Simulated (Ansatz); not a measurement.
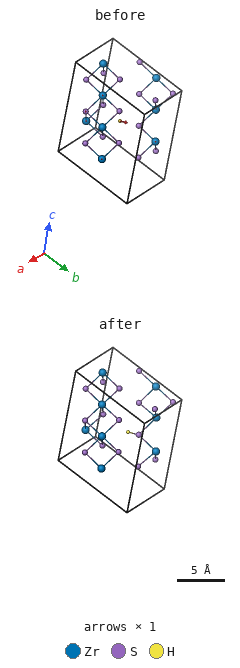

The structure of a defect cell of composition Zr8HS16 before (top) and after (bottom) a relaxation, at one scale. The red arrows give the displacements, at their true length.

A ball-and-stick model of the cell of the calculation (origin shifted), seen slightly off an axis.

Case: H interstitial, charge +0, atoms relaxed. The atoms of the start lie slightly off their symmetric places, so part of the fall in energy undoes that.

Theory: Ansatz 0.2.0, DFT PBE, scalar-relativistic, plane waves, PAW. Settings: plane-wave cutoff 420 eV; k-point mesh 2 × 2 × 2; occupations gaussian; smearing width 0.02 eV; mesh shifted by (0.5, 0.5, 0.5); collinear spin; atoms relaxed in a fixed cell; force threshold 0.02 eV/Å; at most 60 steps.

**What changed between the two?**

Over 10 accepted moves (12 points after the start) the energy falls by 1.601 eV per cell of the calculation. Largest force component: 0.29 eV/Å at the start, 0.0059 eV/Å at the end. The line search rejected the trial step at point 5 of the run. 1 step only repeated the SCF at the same geometry. The largest move is that of the H atom, 1.11 Å roughly along [−1 1 0]. By element the largest moves are H 1.11 Å, Zr 0.14 Å, S 0.10 Å. The cell stays as it was. Near-neighbour distances that change, for instance: H–S 2.481 → 1.358 Å, S–Zr 2.574 → 2.705 Å, S–Zr 2.574 → 2.491 Å, S–Zr 2.574 → 2.622 Å. New bonds form, among them: H–S (2.48 → 1.36 Å). Among the angles between lasting bonds that change: Zr–S–Zr 91.4° → 99.1°, S–Zr–S 180.0° → 172.6°, S–Zr–S 88.6° → 83.9°.
